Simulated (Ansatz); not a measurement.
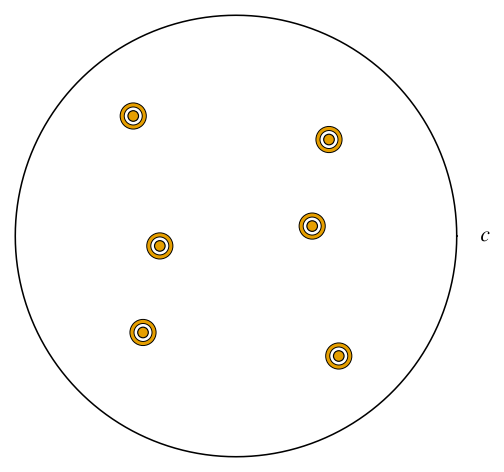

Stereographic projection: filled dots lie in the upper hemisphere, open rings in the lower. The a axis points at the viewer. The poles are all faces of one general form. Computed from the symmetry operations of a computed or model structure of composition C.

### Name the crystal class.

-3m (D3d), order 12, trigonal system: one threefold axis, three twofold axes, three mirror planes, an inversion centre.

### Which physical properties does it allow?

It is centrosymmetric, so neither piezoelectric nor pyroelectric; it is not chiral.
